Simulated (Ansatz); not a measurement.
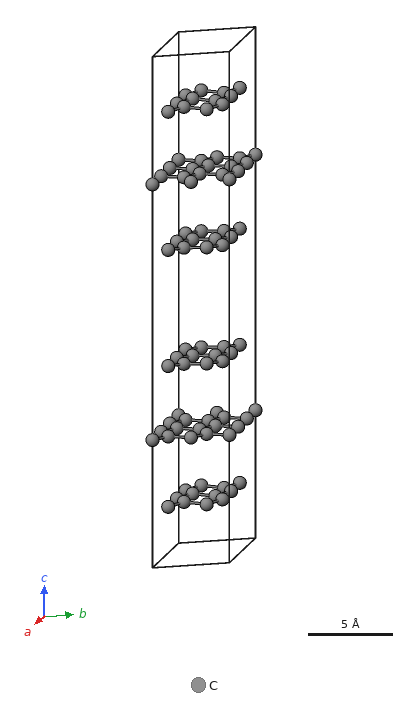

Fig. 1: The structure as given in the input (ball-and-stick view of the 3 × 2 repeat of the cell, with the vacuum cut short, seen slightly off an axis). An atom can appear more than once, as a periodic image. Near neighbours in the periodic cell (some may lie outside the picture): C has 3 C at 1.39 Å.

# C: single-point calculation

The run: single-point calculation of C (P6₃/mmc, 12 atoms in the cell). Method and program: DFT PBE, scalar-relativistic, plane waves, PAW, PAW set soft_1, no spin polarisation (Ansatz 0.2.0).

The structure derives from a Materials Project entry.

## What the program printed
```
Engine: ansatz 0.2.0, aarch64-unknown-linux-gnu
Pseudopotentials: kind: paw
Pseudopotential: C, paw, valence charge 4, recommended cutoff 420 eV (normal), [file]
Functional definition: PBE
  parameter kappa = 0.804
  parameter beta = 0.06672455060314922
  exchange = pbe_x(kappa = kappa, mu = beta*pi^2/3)
  correlation = pbe_c(beta = beta)
Crystal: 12 atoms, lattice volume = 156.528 Å³
Basis set: ecut = 520 eV, 4297 PW (Γ), exchange–correlation on 36×36×480 points (8 copies of the dense FFT grid, shifted against one another)
Bands: 36, of which v1, the nominal top of the filled ones, is band 24 counted from 1 (23 counted from 0)
Symmetry: 24 space group operations
Space group: P63/mmc (ITA 194), of the structure as read, at distance tolerance 5.4e-5 Å
k-points: 74 of 648
Non-local potential: C, projectors of the file, l = 0: 2, l = 1: 2, l = 2: 1
PAW form: soft (Blöchl's): semilocal exchange-correlation on the pseudo side does not see the compensation charge
PAW one-centre angular grid: C, 110 points (default); XC on 64 Gauss nodes
Initial density: superposition of atomic densities (neutral atoms: chi_scale 0, normalization atom)
Initial wavefunctions: pseudopotential atomic-orbital guess
Functional: x = pbe(κ = 0.804, μ = 0.2195149727645171), c = pbe(β = 0.06672455060314922)
SCF iter   1: F=—  HF=-3019.081224 eV  |F-HF|=—  |Δ(HF+E_count)|=         —  Δρ=1.15e-1  dr2=1.90e1  ethr=3.10e-3  ⟨swp⟩=10.6  Hψ=16308  notcnv=0  defer=9
preconditioner: auto → LDOS  [metal: Δε(μ)=0.015 eV  Ē_g=16.993 eV  σ=0.150 eV  W_gap=0.05  n_scr=22 (ndim 8)  ℏωp=20.6 eV  f_vac=0.261  D(μ)=0.54/eV (n_scr^D=6)  β→1.0]
SCF iter   2: F=—  HF=-3012.072245 eV  |F-HF|=—  |Δ(HF+E_count)|=    7.01e0  Δρ=4.26e-2  dr2=3.16e0  ethr=3.10e-3  ⟨swp⟩=5.3  Hψ=8443  notcnv=0  defer=414
SCF iter   3: F=—  HF=-3010.613070 eV  |F-HF|=—  |Δ(HF+E_count)|=    1.46e0  Δρ=2.47e-3  dr2=1.09e-2  ethr=3.10e-3  ⟨swp⟩=3.6  Hψ=5965  notcnv=0  defer=428
SCF iter   4: F=—  HF=-3010.606968 eV  |F-HF|=—  |Δ(HF+E_count)|=   6.10e-3  Δρ=6.62e-4  dr2=2.09e-3  ethr=2.27e-5  ⟨swp⟩=2.2  Hψ=4658  notcnv=0  defer=424
SCF iter   5: F=—  HF=-3010.606470 eV  |F-HF|=—  |Δ(HF+E_count)|=   4.98e-4  Δρ=2.30e-4  dr2=1.82e-4  ethr=4.35e-6  ⟨swp⟩=2.5  Hψ=4014  notcnv=0  defer=423
SCF iter   6: F=—  HF=-3010.606438 eV  |F-HF|=—  |Δ(HF+E_count)|=   3.28e-5  Δρ=7.04e-5  dr2=8.44e-6  ethr=3.79e-7  ⟨swp⟩=2.0  Hψ=3212  notcnv=0  defer=423
SCF iter   7: F=—  HF=-3010.606532 eV  |F-HF|=—  |Δ(HF+E_count)|=   9.39e-5  Δρ=1.50e-5  dr2=1.55e-7  ethr=1.76e-8  ⟨swp⟩=2.0  Hψ=3901  notcnv=0  defer=423
SCF iter   8: F=-3010.606532 eV  HF=-3010.606532 eV  |F-HF|=4.44e-9  |Δ(HF+E_count)|=   7.33e-8  Δρ=3.79e-6  dr2=1.01e-8  ethr=2.08e-10  ⟨swp⟩=34.4  Hψ=29158  notcnv=0
the search or the solves at the SCF's close seem to have found levels that the self-consistency loop had missed (the run counts 1). By its estimate they hold under 1e-12 electrons; where the run keeps them, the occupations were computed again with them
SCF 1 converged in 8 iterations: F = -3010.606532 eV  dr2 = 1.01e-8
  greatest PAW one-centre occupation: 0.688 electrons in one spin orbital (limit 2), on the C atom at site 9 (counted from 0), in its partial waves of l = 0
```

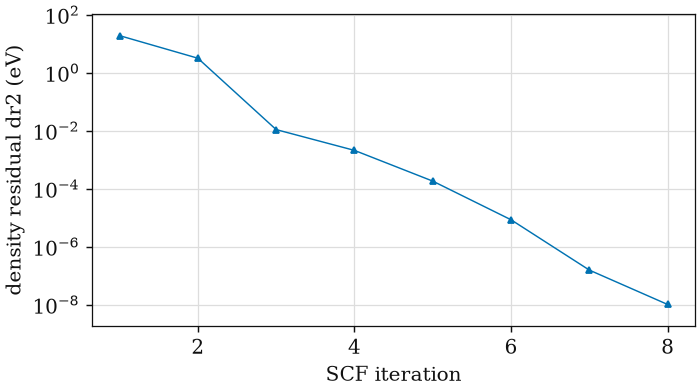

Fig. 2: Convergence of the self-consistent field: density residual dr2 against the SCF iteration. The residual falls at every step.

```
WARN: The output density's exchange-correlation potential varies sharply where the density is thin. Do not read a vacuum level from v_tot or v_xc, or from such a field of the output density. On a cell that repeats whose density bears no net charge and no dipole along the vacuum's axis use v_es (v_loc + v_h of the components); under efield.dipole_correction with no amplitude use v_es + v_field, which holds any external_charges[].barrier, or the levels of the report's work_function block, which leave it out; under a non-zero efield.amplitude the vacuum is tilted and has no level; on a cell that repeats and bears such a dipole with no correction it is tilted too, and efield.dipole_correction with no amplitude gives each side of its ramp a level where efield: is served; in a cell that repeats whose density bears a net charge (total_charge, or a fill off its count) it is curved and has none; of a slab under crystal.periodic whose density bears no net charge use v_es, which has a level on each side, short of where the two are joined; of another it falls or rises all the way out and has none; of a slab beside external_charges read slab_vacuum_level instead, which it has where they leave it neutral. The grid or the basis barely resolves most such structure, and the values can differ between equally converged runs; as a rule a tighter scf.convergence.dr2_threshold does not remove it. Where the density itself ripples (under the LDA too) a higher basis.ecutwfc lessens it. The files hold the spikes' plane waves up to the density's cutoff. Files: v_tot_of_output_density and the like, and their columns of v_z.tsv (output.write_potential); v_xc_of_output_density and the like, and their columns of v_comp_z.tsv (output.write_potential_components). Measured: with its Gaussian average of σ = 0.25 Å subtracted twice, the exchange-correlation potential is over 0.1 eV at 5148 of the grid points where the equally averaged density (valence and model cores) is under 1e-3 e/Å³, and 1.09 eV at the most among them, at an averaged density of 6.6e-5 e/Å³. The input density's (outcome.potential() and, of a run that writes arrays, v_tot and v_xc) is over 0.1 eV, so measured, at 5150 points of its own thin density, 1.13 eV at the most. See output.write_potential in the manual, Limitations
SCF converged after 8 iterations
Free energy (F): -3010.606532 eV
Harris-Foulkes:  -3010.606532 eV  (|F-HF|=4.44e-9)
Internal energy: -3010.600796 eV  (E = F + TS)
E sigma→0 (E₀):  -3010.603664 eV
Entropy (-TS):   -0.005736 eV (-0.478 meV/atom)
Fermi energy:    3.451009 eV
--- Per-component energies (eV) ---
  E_band       = -285.212012
  E_kinetic    = 1086.078445
  E_local      = -5318.709299  (includes V_loc(G=0)·N_el)
  E_nonlocal   = 286.346050
  E_hartree    = 2229.882542
  E_xc         = -569.437011
  E_vxc        = -701.544640  (∫ρ·V_xc dr)
  E_paw        = -1203.812681  (= ΣΔE_a)
  E_vpaw       = -97.146967  (= ΣTr[D̂ρ^β])
  E_aug_tail   = -0.000000  (compensation charges beyond the density's cutoff)
  E_ewald      = 479.051159
  E_smearing   = -0.005736  (= −TS)
  E_closure    = -0.000000  (closes the sum)
  Σ components = -3010.606532   (vs F -3010.606532, Δ=0.00e0)
--- Forces (eV/Å), atoms counted from 1 ---
  atom   1  C      0.00000000     0.00000000    -1.38046090
  atom   2  C     -0.00000000    -0.00000000     1.37917011
  atom   3  C     -0.00000000    -0.00000000    -1.37917011
  atom   4  C     -0.00000000     0.00000000     1.38046090
  atom   5  C      0.00000000    -0.00000000     0.00000000
  atom   6  C     -0.00000000     0.00000000    -1.37917011
  atom   7  C     -0.00000000     0.00000000     0.00000000
  atom   8  C     -0.00000000    -0.00000000     0.00000000
  atom   9  C      0.00000000    -0.00000000     1.38046090
  atom  10  C      0.00000000    -0.00000000     0.00000000
  atom  11  C     -0.00000000    -0.00000000    -1.38046090
  atom  12  C     -0.00000000     0.00000000     1.37917011
  max |Σ_I F_I| component: 3.33e-16 eV/Å
--- Stress (GPa, compression-positive) ---
       21.338045       0.000000       0.000000
        0.000000      21.338045      -0.000000
        0.000000      -0.000000      -0.451152
  P = ⅓ Tr σ = 14.0750 GPa (140.750 kbar)
--- Band table (eV; the first three rows and the last of 74) ---
  k-point 0: bands = ["-16.6589", "-16.6589", "-16.6274", "-16.6274", "-16.6225", "-16.6225", "-4.8165", "-4.8156", "-4.6412", "-4.6391", "-4.4838", "-4.4825", "0.4481", "0.4481", "0.4481", "0.4481", "0.5228", "0.5228", "0.5228", "0.5228", "0.5228", "0.5228", "0.5228", "0.5228", "6.1055", "6.3184", "6.5851", "7.3058", "7.4883", "8.6088", "8.8840", "9.7210", "12.2699", "12.2699", "12.2699", "12.2699"]
  k-point 1: bands = ["-16.6589", "-16.6589", "-16.6274", "-16.6274", "-16.6225", "-16.6225", "-4.8161", "-4.8161", "-4.6401", "-4.6401", "-4.4832", "-4.4832", "0.4481", "0.4481", "0.4481", "0.4481", "0.5228", "0.5228", "0.5228", "0.5228", "0.5228", "0.5228", "0.5228", "0.5228", "6.1795", "6.1795", "6.8721", "6.8721", "8.0347", "8.0347", "9.4133", "9.4133", "12.2699", "12.2699", "12.2699", "12.2699"]
  k-point 2: bands = ["-16.5829", "-16.5829", "-16.5513", "-16.5513", "-16.5466", "-16.5465", "-4.7236", "-4.7227", "-4.5491", "-4.5470", "-4.3922", "-4.3909", "0.1419", "0.1419", "0.2151", "0.2151", "0.2151", "0.2151", "0.2791", "0.2791", "0.3535", "0.3535", "0.3535", "0.3535", "6.2072", "6.4211", "6.6835", "7.4060", "7.5848", "8.7045", "8.9811", "9.8179", "12.2595", "12.3074", "12.3119", "12.3186"]
  k-point 73: bands = ["-9.3625", "-9.3625", "-9.3613", "-9.3613", "-9.3267", "-9.3267", "-9.3266", "-9.3266", "-9.3266", "-9.3266", "-9.3256", "-9.3256", "-7.6519", "-7.6519", "-7.5888", "-7.5888", "-7.5887", "-7.5887", "3.3717", "3.3717", "3.4482", "3.4482", "3.4489", "3.4489", "3.4491", "3.4491", "3.4550", "3.4550", "3.5342", "3.5342", "14.0077", "14.0077", "14.1245", "14.1245", "14.1393", "14.1393"]
```

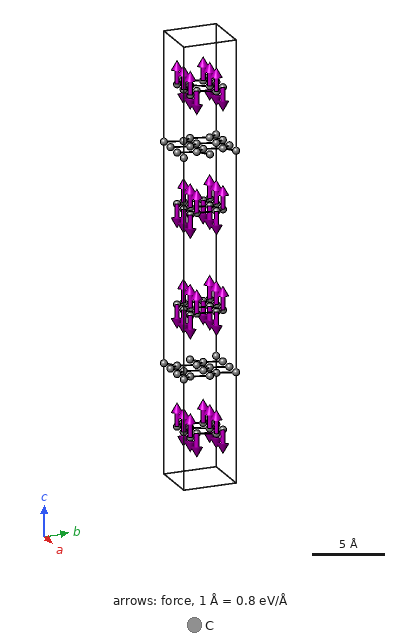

Fig. 3: Forces on the atoms as pink arrows (ball-and-stick view of the 3 × 2 repeat of the cell, with the vacuum cut short, seen slightly off an axis). The largest act on C1, C2, C3, C4, C6, C9 and 2 more (1.38 eV/Å). Atoms are counted from 1 in the order of the input and aren't labelled in the picture. The geometry is not a stationary point of this energy.

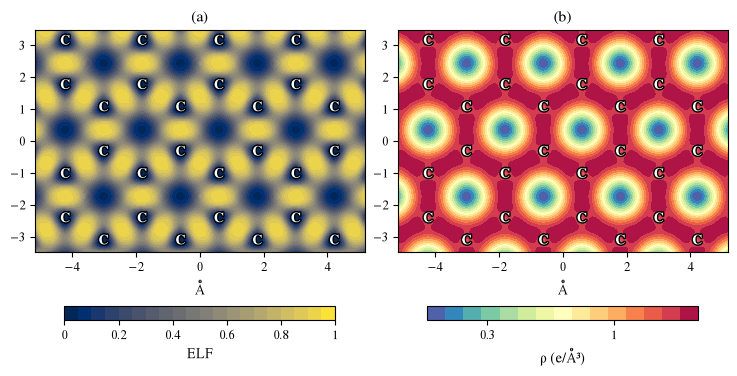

Fig. 4: (a) ELF; (b) valence pseudo-density on the (001) plane of the conventional cell. The section cuts through C sites. C–C (1.39 Å): ρ is about 2.2 e/Å³ halfway, a local maximum along the line; the ELF peaks at about 0.95 between the atoms, which marks a covalent bond. Away from the nuclei the density in this plane falls to 0.17 e/Å³ at its lowest. In a PAW calculation such maps are meaningful between the atoms, not at the nuclei.

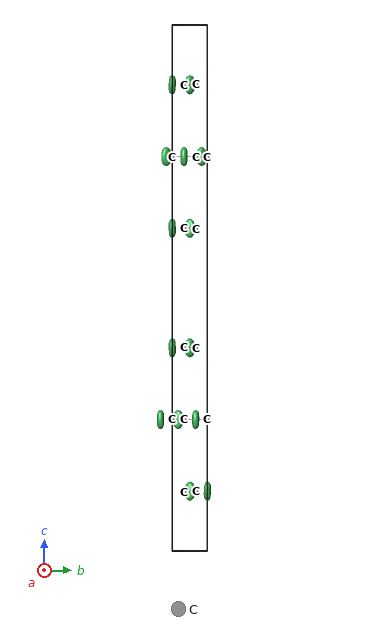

Fig. 5: Isosurface of the electron localisation function at 0.85 (green), seen along the a axis. Core shells and regions of very low density are left out. Sticks mark near contacts. The outline is the cell set on symmetry axes. Values along the shortest contacts: C–C (1.39 Å): the ELF peaks at about 0.95 between the atoms, which marks a covalent bond.

The run was set up as follows.

## The input
```yaml
crystal:
  lattice:
    - [2.4074891903, 0.0, 0.0]
    - [-1.2037445952, 2.0849467981, 0.0]
    - [0.0, 0.0, 31.1840639849]
  atoms:
    - { symbol: C, position: [0.6666666667, 0.3333333333, 0.9805841193] }
    - { symbol: C, position: [0.6666666667, 0.3333333333, 0.4779094116] }
    - { symbol: C, position: [0.6666666667, 0.3333333333, 0.7534239184] }
    - { symbol: C, position: [0.6666666667, 0.3333333333, 0.2507492107] }
    - { symbol: C, position: [0.0, 0.0, 0.615666665] }
    - { symbol: C, position: [0.3333333333, 0.6666666667, 0.2534239184] }
    - { symbol: C, position: [0.0, 0.0, 0.115666665] }
    - { symbol: C, position: [0.6666666667, 0.3333333333, 0.615666665] }
    - { symbol: C, position: [0.3333333333, 0.6666666667, 0.7507492107] }
    - { symbol: C, position: [0.3333333333, 0.6666666667, 0.115666665] }
    - { symbol: C, position: [0.3333333333, 0.6666666667, 0.4805841193] }
    - { symbol: C, position: [0.3333333333, 0.6666666667, 0.9779094116] }
basis:
  ecutwfc: 520.0
kpoints:
  mp_grid: { grid: [18, 18, 2] }
hamiltonian:
  xc: pbe
  pseudopotentials: { kind: paw, azcp: { folder: soft_1 } }
scf:
  occupations: { method: gaussian, width: 0.15 }
output:
  forces: true
  stress: true
  eigenvalues: true
  write_density: true
  write_potential: true
  elf: true
  volumetric_format: npy
```

Launch command:
```bash
ansatz run input.yaml --threads 4 --pin off --max-ram 8192MiB --backend cpu --events-out ev --progress --plain --runs-dir out
```

## Summary

```json
{"quantity": "outcome", "value": "converged"}
{"quantity": "space group (tolerance 0.01 Å)", "value": "P6₃/mmc (194)"}
{"quantity": "electrons treated", "value": "48"}
{"quantity": "free energy", "value": "−3010.6065 eV"}
{"quantity": "Fermi energy", "value": "3.451 eV"}
{"quantity": "gap on the k-point mesh", "value": "none (metallic)"}
{"quantity": "pressure", "value": "14.07 GPa"}
{"quantity": "largest force (length of the vector)", "value": "1.380 eV/Å"}
{"quantity": "hardware", "value": "4 threads of Arm Neoverse V2, 24 GiB of memory available, shared host"}
{"quantity": "wall time", "value": "10 s (CPU time 41 s)"}
{"quantity": "peak memory", "value": "0.83 GiB"}
```

## Remarks

Warnings of the run: the exchange-correlation potential is rough where the density is thin.
